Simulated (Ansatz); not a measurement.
**Band-structure calculation of BN**

- system: BN (Imm2, 2 atoms in the cell)
- method: DFT, PBE, plane waves, PAW, no spin polarisation (Ansatz 0.2.0)

The structure derives from an entry of the Crystallography Open Database. The geometry comes from this level: r2SCAN (a point of a series of strains). It belongs to a series of runs on one base structure; here: shear_xy strain +2.6%.

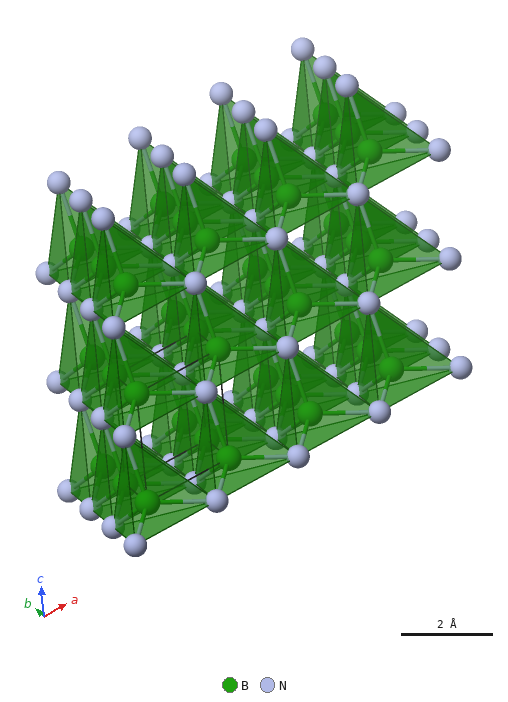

Fig. 1: The structure as given in the input (polyhedral view of the reduced cell, repeated 3 × 2 × 2, seen slightly off an axis; polyhedra are completed across the faces of the cell).

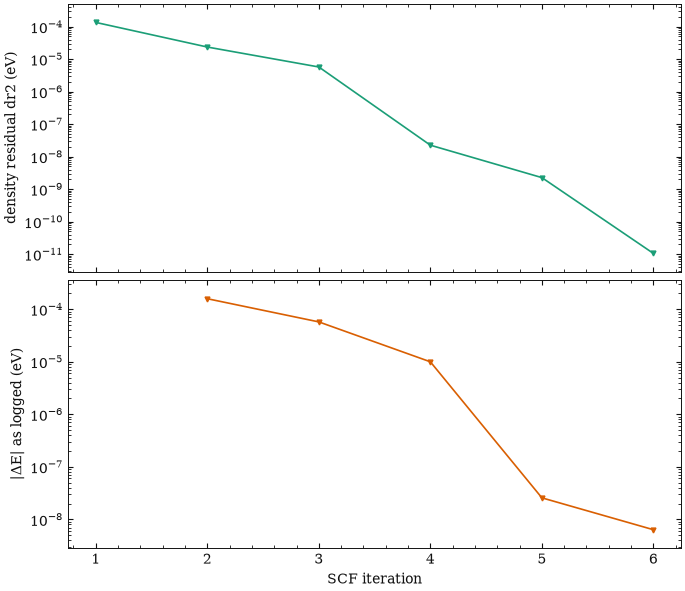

Fig. 2: Convergence of the self-consistent field: density residual dr2 and size of the energy change against the SCF iteration. The residual falls at every step.

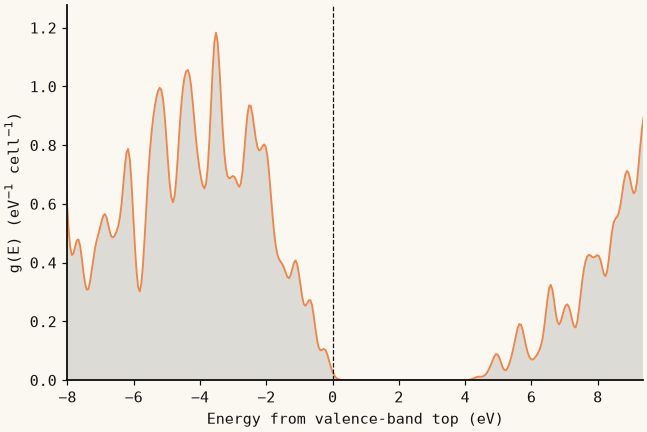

Fig. 3: Density of states (the curve is built from the levels of the k mesh with Gaussians 0.3 eV wide, which also blur the band edges), with energies from the valence-band top. There is a gap of 4.37 eV on the k-point mesh. Small ripples come from the finite k-point mesh.

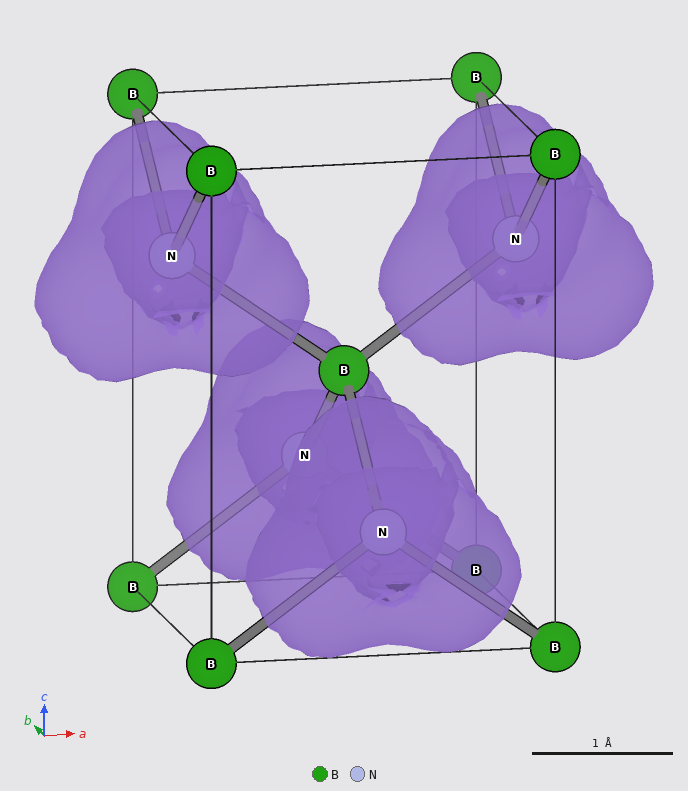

Fig. 4: Isosurface of the electron localisation function at 0.7 (purple), seen slightly off an axis. Core shells and regions of very low density are left out. Sticks mark near contacts. The outline is the cell set on symmetry axes. Core electrons are frozen (PAW), so the fields are smoothed inside the atomic spheres.

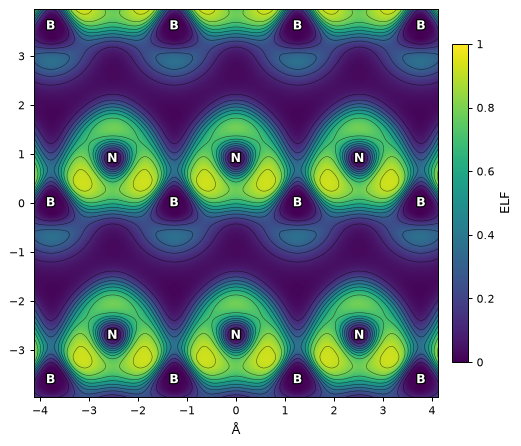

Fig. 5: ELF on the (010) plane of the conventional cell. The section cuts through B and N sites.

These pictures come from the run below.

## Input file
```yaml
crystal:
  lattice:
    - [0.0236432017, 1.8048245542, 1.8048245542]
    - [1.8048245542, 0.0236432017, 1.8048245542]
    - [1.8284677559, 1.8284677559, 0.0]
  atoms:
    - { symbol: B, position: [0.0001192129, 0.0001192129, -0.0001192129] }
    - { symbol: "N", position: [0.2498807871, 0.2498807871, 0.2501192129] }
kpoints:
  mp_grid: { grid: [12, 12, 12] }
  band_path:
    path:
      - [0.0, 0.0, 0.0]
      - [-0.5, -0.5, 0.0]
      - [-0.375, -0.375, 0.25]
      - [-0.375, 0.0, 0.375]
      - [0.0, 0.0, 0.5]
      - [-0.5, -0.25, 0.25]
    npoints: 1
hamiltonian:
  xc: pbe
scf:
  occupations: { method: fermi_dirac, width: 0.02 }
  n_extra_bands: 4
output:
  forces: true
  stress: true
  eigenvalues: true
  write_density: true
  write_potential: true
  elf: true
  volumetric_format: npy
```

Launch command:
```bash
ansatz run input.yaml --threads 4 --pin off --max-ram 5529MiB --backend cpu --events-out ev --progress --plain --runs-dir out
```

## The program's output
```
scf.n_extra_bands = 4 over 4 filled bands (N_el = 8.0): the run solves 8 bands
Engine: ansatz 0.2.0, aarch64-unknown-linux-gnu
Pseudopotentials: kind: paw
Pseudopotential: B, paw, valence charge 3, recommended cutoff 420 eV (normal), B.paw.azcp
Pseudopotential: N, paw, valence charge 5, recommended cutoff 420 eV (normal), N.paw.azcp
Functional definition: PBE
  parameter kappa = 0.804
  parameter beta = 0.06672455060314922
  exchange = pbe_x(kappa = kappa, mu = beta*pi^2/3)
  correlation = pbe_c(beta = beta)
Crystal: 2 atoms, lattice volume = 11.756 Å³
Basis set: ecut = 420 eV, 247 PW (Γ), exchange–correlation on 36×36×36 points (8 copies of the dense FFT grid, shifted against one another)
Bands: 8, of which v1, the nominal top of the filled ones, is band 4 counted from 1 (3 counted from 0)
Symmetry: 4 space group operations
Space group: Imm2 (ITA 44), of the structure as read, at distance tolerance 2.3e-5 Å
k-points: 280 of 1728 (time reversal used)
Non-local potential: B, projectors of the file, l = 0: 2, l = 1: 2, l = 2: 1
Non-local potential: N, projectors of the file, l = 0: 2, l = 1: 2, l = 2: 1
PAW form: soft (Blöchl's): semilocal exchange-correlation on the pseudo side does not see the compensation charge
PAW one-centre angular grid: B, 110 points (default); XC on 64 Gauss nodes
PAW one-centre angular grid: N, 110 points (default); XC on 64 Gauss nodes
Initial density: superposition of atomic densities (neutral atoms: chi_scale 0, normalization atom), corrected by the library's trained network
Initial wavefunctions: pseudopotential atomic-orbital guess
Functional: x = pbe(κ = 0.804, μ = 0.2195149727645171), c = pbe(β = 0.06672455060314922)
SCF iter   1: F=—  HF=-542.261925 eV  |F-HF|=—  |Δ(HF+E_count)|=         —  Δρ=1.62e-3  dr2=1.35e-4  ethr=1.77e-3  ⟨swp⟩=4.9  Hψ=14548  notcnv=0
preconditioner: auto → none  [insulator: Δε(μ)=4.371 eV  Ē_g=20.076 eV  σ=0.020 eV  W_gap=1.00  n_scr=0 (ndim 8)  ℏωp=30.6 eV  f_vac=0.000  D(μ)=0.00/eV (n_scr^D=0)  ε∞_Penn≈3.3]
SCF iter   2: F=—  HF=-542.262083 eV  |F-HF|=—  |Δ(HF+E_count)|=   1.58e-4  Δρ=8.55e-4  dr2=2.36e-5  ethr=1.69e-6  ⟨swp⟩=2.0  Hψ=5600  notcnv=0
SCF iter   3: F=—  HF=-542.262140 eV  |F-HF|=—  |Δ(HF+E_count)|=   5.72e-5  Δρ=3.25e-4  dr2=5.74e-6  ethr=2.95e-7  ⟨swp⟩=2.6  Hψ=3474  notcnv=0
iter 4 did not close the SCF: its close was put off for the readings that it lacked (scf_convergence_deferred on its scf_iter line)
SCF iter   4: F=-542.262150 eV  HF=-542.262150 eV  |F-HF|=2.61e-8  |Δ(HF+E_count)|=   9.96e-6  Δρ=2.56e-5  dr2=2.25e-8  ethr=7.18e-8  ⟨swp⟩=2.3  Hψ=3283  notcnv=0
iter 5 did not close the SCF: its close was put off for the readings that it lacked (scf_convergence_deferred on its scf_iter line)
SCF iter   5: F=-542.262150 eV  HF=-542.262150 eV  |F-HF|=5.71e-9  |Δ(HF+E_count)|=   2.57e-8  Δρ=8.32e-6  dr2=2.26e-9  ethr=2.81e-10  ⟨swp⟩=2.4  Hψ=3115  notcnv=0
SCF iter   6: F=-542.262150 eV  HF=-542.262150 eV  |F-HF|=2.59e-11  |Δ(HF+E_count)|=   6.36e-9  Δρ=4.46e-7  dr2=1.05e-11  ethr=2.82e-11  ⟨swp⟩=4.2  Hψ=10048  notcnv=0
SCF 1 converged in 6 iterations: F = -542.262150 eV  dr2 = 1.05e-11
  greatest PAW one-centre occupation: 0.787 electrons in one spin orbital (limit 2), on the N atom at site 1 (counted from 0), in its partial waves of l = 0
NSCF: frozen V_eff on 6 k-points
SCF converged after 6 iterations
Free energy (F): -542.262150 eV
Harris-Foulkes:  -542.262150 eV  (|F-HF|=2.59e-11)
Internal energy: -542.262150 eV  (E = F + TS)
E sigma→0 (E₀):  -542.262150 eV
Fermi energy:    13.501349 eV
--- Per-component energies (eV) ---
  E_band       = 26.856807
  E_kinetic    = 185.911121
  E_local      = -174.932784  (includes V_loc(G=0)·N_el)
  E_nonlocal   = 56.632244
  E_hartree    = 49.023109
  E_xc         = -93.517556
  E_vxc        = -116.323385  (∫ρ·V_xc dr)
  E_paw        = -206.482308  (= ΣΔE_a)
  E_vpaw       = -22.476702  (= ΣTr[D̂ρ^β])
  E_aug_tail   = 0.000102  (compensation charges beyond the density's cutoff)
  E_ewald      = -358.896078
  E_smearing   = -0.000000  (= −TS)
  E_closure    = -0.000000  (closes the sum)
  Σ components = -542.262150   (vs F -542.262150, Δ=0.00e0)
--- Forces (eV/Å), atoms counted from 1 ---
  atom   1  B     -0.00000000     0.00000000     0.02982920
  atom   2  N      0.00000000    -0.00000000    -0.02983038
  max |Σ_I F_I| component: 1.18e-6 eV/Å
--- Stress (GPa, compression-positive) ---
        5.156488     -11.964044       0.000000
      -11.964044       5.156488      -0.000000
        0.000000      -0.000000       4.818733
  P = ⅓ Tr σ = 5.0439 GPa (50.439 kbar)
--- Band table (eV; the first three rows and the last of 280) ---
  k-point 0: bands = ["-9.0317", "11.1975", "11.2468", "11.3177", "19.7650", "19.9441", "20.4587", "21.8228"]
  k-point 1: bands = ["-8.8653", "10.2657", "11.0632", "11.1428", "20.0311", "20.3717", "20.7179", "22.2256"]
  k-point 2: bands = ["-8.3725", "8.1265", "10.6523", "10.7140", "20.5470", "21.0532", "21.3226", "23.3982"]
  k-point 279: bands = ["-3.4237", "2.3072", "6.0848", "6.5774", "15.6886", "20.5866", "29.2169", "29.2726"]
```

## Summary

| quantity | value |
| --- | --- |
| outcome | converged |
| space group (tolerance 0.01 Å) | Imm2 (44) |
| electrons treated | 8 |
| free energy | −542.2621 eV |
| Fermi energy | 13.501 eV |
| gap on the k-point mesh | 4.37 eV |
| pressure | 5.04 GPa |
| largest force (length of the vector) | 0.030 eV/Å |
| hardware | 4 threads of Arm Neoverse V1, 24 GiB of memory available, shared host |
| wall time | 1.4 s (CPU time 5 s) |
| peak memory | 0.31 GiB |

## Notes

The cell is under a pressure of 5.0 GPa at this level, so it is not at its equilibrium volume.
